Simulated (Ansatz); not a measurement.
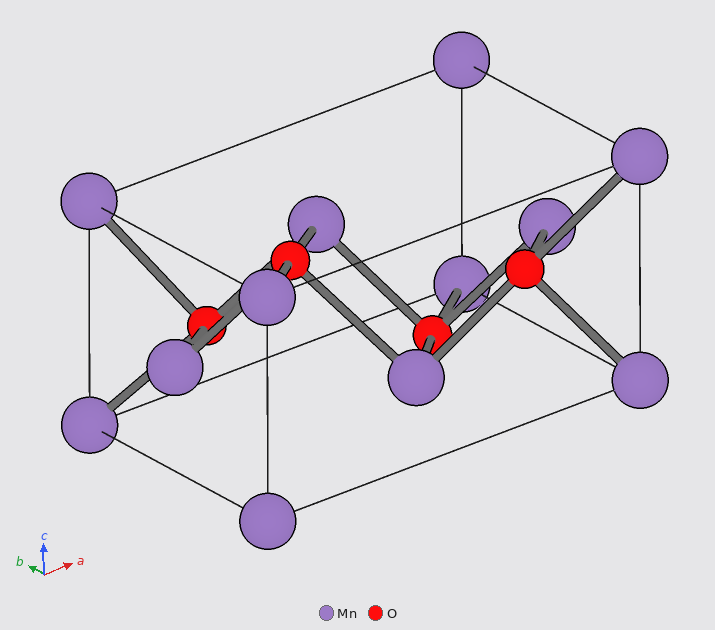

Structure drawing (ball-and-stick), viewed slightly off an axis. The lines enclose the unit cell; boundary atoms appear with their images.

Lattice: a = 5.400 Å, b = 5.365 Å, c = 3.092 Å, α = 89.68°, β = 73.44°, γ = 99.40°.

Bonds are drawn for Mn–O up to 2.65 Å (cut-off distances).

### Read off the composition.

MnO. The cell holds 4 Mn, 4 O, counting shared atoms by their share.

### Is the bonded network molecular, chain-like, layered or three-dimensional?

The bonds build a three-dimensional framework.

### Name the symmetric structure of which this is a distorted version.

It is a distorted form of a face-centred cubic structure, space group Fm-3m (No. 225) within 0.45 Å: rock salt (NaCl type).

The geometry is that of a known structure type with the cell strained and the atoms shaken on purpose, without relaxation. It went into a calculation with Ansatz.

At this level of theory the cell isn't at rest (compressed, at 8 GPa and forces up to 0.9 eV/Å), so its distances can differ from those at equilibrium, the more so the softer the solid.
